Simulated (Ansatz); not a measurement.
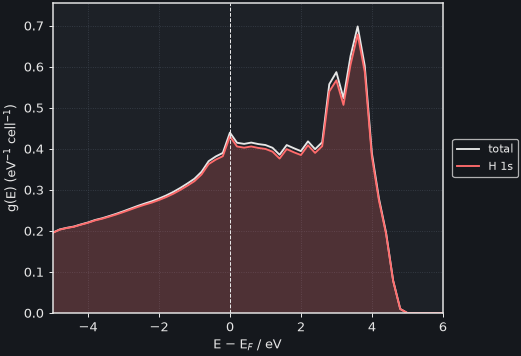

Write a caption that states what the plot shows.

Density of states of H, space group P6_3/mmc, 2 atoms in the cell. Level of theory: DFT, PBE, all-electron LAPW, scalar-relativistic, no spin polarisation, 13×13×7 k mesh, Fermi-Dirac smearing of 0.01 eV; code Ansatz. Energies are counted from the Fermi level. The partial curves are projected on atomic shells.

It is a metal. The density of states at the Fermi level is about 0.41 per eV and cell (mean within 0.25 eV), or 0.21 per atom. By projected weight, the states within 0.3 eV of the Fermi level are H 1s almost alone.

The cell is at −24 GPa in this functional.
